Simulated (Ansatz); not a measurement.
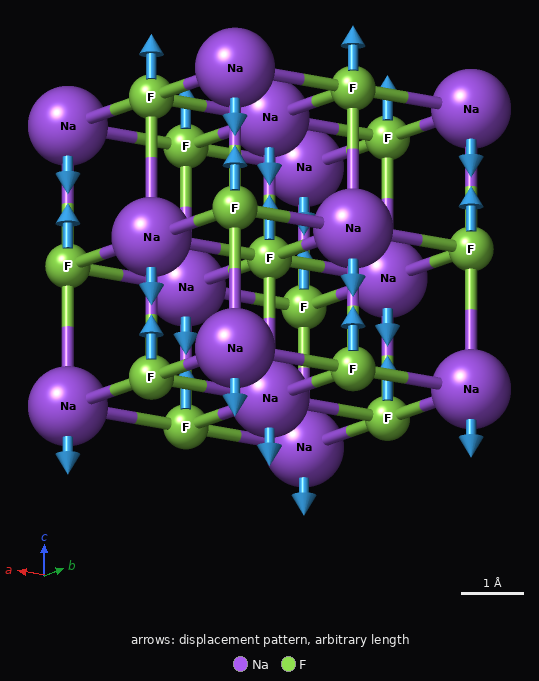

The lowest optical mode of a crystal of NaF (a generated structure), space group Fm-3m (No. 225), at the zone centre. The blue arrows give the relative displacements of the atoms. The picture is a ball-and-stick view of the conventional cell (4 times the calculation's cell), seen from a free direction. Lengths and directions refer to the drawn axes.

Computed with DFT PBE, scalar-relativistic, plane waves, PAW (Ansatz). Settings: plane-wave cutoff 420 eV; k-point mesh 8 × 8 × 8; occupations fixed; no spin polarisation.

Frequencies are those without the non-analytic (LO–TO) term.

Q: Is this crystal at a minimum with respect to the drawn distortion?

A: Yes: this softest mode has a real frequency, and so have all others here. That speaks for this wave vector alone: the rest of the zone wasn't checked in this run. This is the T₁u mode (triply degenerate; one member of the set is drawn) at 6.71 THz, the only optical level, infrared-active by symmetry. The F sublattice moves against the Na sublattice, along c; it stretches the shortest F–Na bonds (2.35 Å); the kinetic energy is shared as F 55 %, Na 45 %. Its infrared intensity is 6.9 (D/Å)²/amu for the set. The value is the transverse one; the longitudinal partner lies at 389 cm⁻¹.
